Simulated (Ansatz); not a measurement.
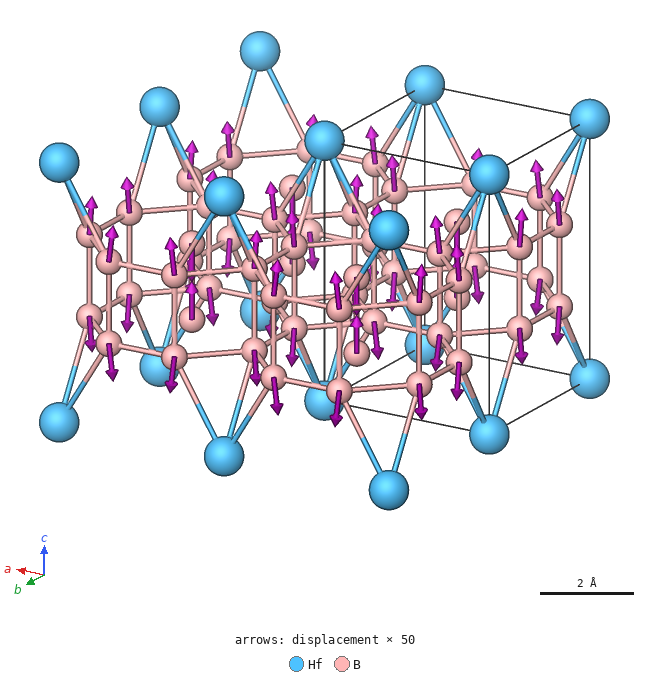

This is a relaxation of solid HfB$_{10}$ (a generated structure, set up in P4/mmm). The starting structure is drawn; purple arrows show the displacements (the part carried along by the change of the cell is left out), 50 times their true length.

A ball-and-stick model of the cell of the calculation, repeated 2 × 2 × 1 with one cell outlined, seen from a free direction.

These are results of DFT PBE, scalar-relativistic, plane waves, PAW (Ansatz 0.2.0), not measurements. (plane-wave cutoff 420 eV; k-point mesh 10 × 10 × 6; occupations gaussian; smearing width 0.1 eV; no spin polarisation; cell and atoms relaxed; force threshold 0.01 eV/Å; at most 80 steps)

> Which element moves most?

Boron: up to 0.018 Å, against 0.000 Å for hafnium.

> What did the optimiser do to the structure, and how much energy did it gain?

The energy falls by 29.0 meV per cell of the calculation in 4 accepted moves (5 points after the start). The largest force component goes from 0.18 to 0.0025 eV/Å. Pressure: 0.04 GPa at the start and −0.02 GPa at the end. The SCF was repeated once at an unchanged geometry on a basis and grid sized afresh for the cell, which shifted the energy by 0.1 meV per cell of the calculation at most. The largest moves relative to the cell, 0.018 Å, are those of B atoms. Hf stays in place. The drawn cell changes as follows: a = b 4.187 → 4.163 Å (−0.6 %), c 5.985 → 6.066 Å (+1.3 %); the volume changes by +0.2 %. Near-neighbour distances that change, for instance: B–B 1.890 → 1.951 Å, B–B 1.667 → 1.653 Å, B–B 1.743 → 1.730 Å, B–B 1.782 → 1.775 Å. The space group stays P4/mmm (No. 123). The run took 2.5 min on 1 thread of Arm Neoverse V1 (shared host), peak memory 0.55 GiB.
